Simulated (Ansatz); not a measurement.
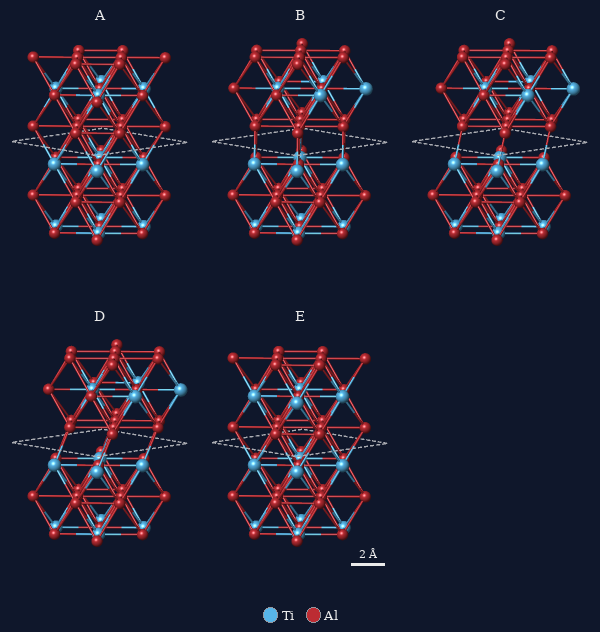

Frames of a one-coordinate scan of a crystal of TiAl3 (I4/mmm). A ball-and-stick model of the layers on both sides of the dashed plane, seen from the side, nearly along that plane.

Computed with DFT PBEsol, scalar-relativistic, plane waves, PAW in Ansatz. Set-up: plane-wave cutoff 420 eV; k-point mesh 12 × 12 × 3; occupations gaussian; smearing width 0.15 eV; no spin polarisation. Energies (free energies at the smearing named) are counted from the relaxed crystal.

Question: Which coordinate changes from frame to frame?

Answer: The crystal above a cut along the (0 0 1) plane of the conventional cell (between a plane of Al/Ti below and one of Al above, 2.14 Å apart) is slid rigidly by fractions of an in-plane lattice vector 5.40 Å long (a generalised stacking fault). In the frames the slip is 0.00 (A), 0.25 (B), 0.333 (C), 0.417 (D), 0.50 (E). One cut stands in each cell, which starts 17.1 Å high; nothing is relaxed, and the dashed outline marks the cut. Their energies are 0 mJ/m², 1691 mJ/m², 1276 mJ/m², 498 mJ/m², 136 mJ/m².
